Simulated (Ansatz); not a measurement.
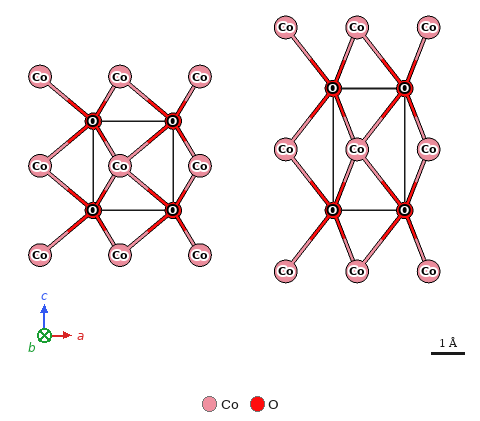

Two geometries of a crystal of CoO (a generated structure, set up in P-6m2) (coarse preliminary run), drawn at one scale. One is the start of a relaxation, the other its converged end. Style: ball-and-stick. Shown: the cell of the calculation, along the b axis.

Level of theory: DFT PBE, scalar-relativistic, plane waves, PAW (Ansatz). Settings: plane-wave cutoff 420 eV; k-point mesh 9 × 9 × 6; occupations gaussian; smearing width 0.1 eV; collinear spin; cell and atoms relaxed; force threshold 0.04 eV/Å; at most 70 steps.

Q: Which geometry has the lower energy?

A: The left one is the relaxed one. The atoms keep their places relative to the cell (all moves are under 0.005 Å). The volume changes by −8.3 %, with a = b 2.520 → 2.822 Å (+11.9 %), c 3.728 → 2.728 Å (−26.8 %). Some distances before and after: Co–O 2.365 → 2.125 Å. Bond angles that change, for instance: O–Co–O 104.0° → 79.9°, Co–O–Co 104.0° → 79.9°, Co–O–Co 64.4° → 83.2°. The space group stays P-6m2 (No. 187). After 9 accepted moves (11 points after the start) the energy has fallen by 843 meV per atom. All forces vanish by symmetry, so only the cell relaxes. The pressure goes from −13.55 to 0.22 GPa. At 2 points the geometry stayed and the basis and grid were re-selected for the new cell (energy shift of 18.7 meV per atom at most each time). Cost: 53 s on 1 thread of Intel(R) Xeon(R) Platinum 8488C (Sapphire Rapids) (shared host), peak memory 0.37 GiB.
